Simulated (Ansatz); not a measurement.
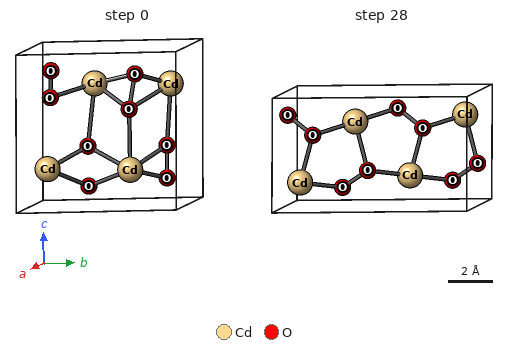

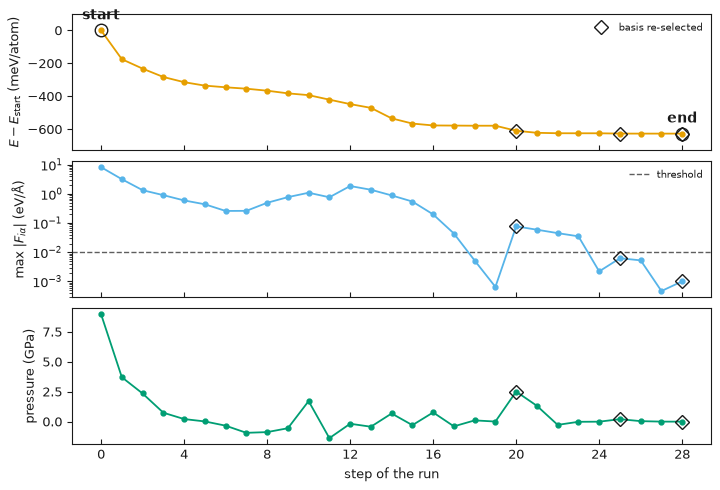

First and last geometry of a relaxation of a crystal of CdO₂ (built on the MoS2-164 type type), with the history of the run. The picture is a ball-and-stick view of the cell of the calculation, seen slightly off an axis.

Case: shaken.

Level of theory: DFT, PBEsol, plane waves, PAW (Ansatz). (plane-wave cutoff 420 eV; k-point mesh 6 × 6 × 4; occupations fermi dirac; smearing width 0.05 eV; no spin polarisation; cell and atoms relaxed; force threshold 0.01 eV/Å; at most 120 steps)

### Read the history and describe the run.

It converged. The atom that moves furthest relative to the cell is an O atom (1.30 Å roughly along [−1 2 0]). Largest moves by element: O 1.30 Å, Cd 0.95 Å. The volume changes by −13.2 %, with a 3.710 → 3.489 Å (−5.9 %), b 7.417 → 8.889 Å (+19.8 %), c 7.317 → 5.297 Å (−27.6 %), α 90.9° → 90.0°, β 89.5° → 90.0°, γ 120.1° → 113.1°. Among the contacts that change: Cd–O 4.264 → 2.303 Å, Cd–O 4.151 → 2.303 Å, Cd–O 3.984 → 2.303 Å, Cd–O 3.955 → 2.303 Å. New bonds form: Cd–O (3.96 → 2.30 Å), Cd–O (3.98 → 2.30 Å), Cd–O (4.15 → 2.30 Å), Cd–O (4.26 → 2.30 Å). Bonds break: Cd–O (2.03 → 3.20 Å), Cd–O (2.08 → 3.20 Å), Cd–O (2.09 → 3.20 Å), Cd–O (2.10 → 3.20 Å). Bond angles that change, for instance: Cd–O–O 55.4° → 113.8°, O–Cd–O 126.6° → 180.0°, O–O–Cd 60.8° → 113.8°. The space group (tolerance 0.01 Å) goes from P1 (No. 1) to Pnnm (No. 58). Over 25 accepted moves (28 points after the start) the energy falls by 627 meV per atom. The largest force component goes from 8.3 to 0.001 eV/Å. Pressure: 8.97 GPa at the start and 0.00 GPa at the end. The SCF was repeated 3 times at an unchanged geometry on a basis and grid sized afresh for the cell, which shifted the energy by 30.5 meV per atom at most. The run took 7.3 min on 1 × NVIDIA H100 80GB HBM3 with 2 threads of AMD EPYC 7R13 Processor (Zen 3), on a shared host, peak memory 1.4 GiB.
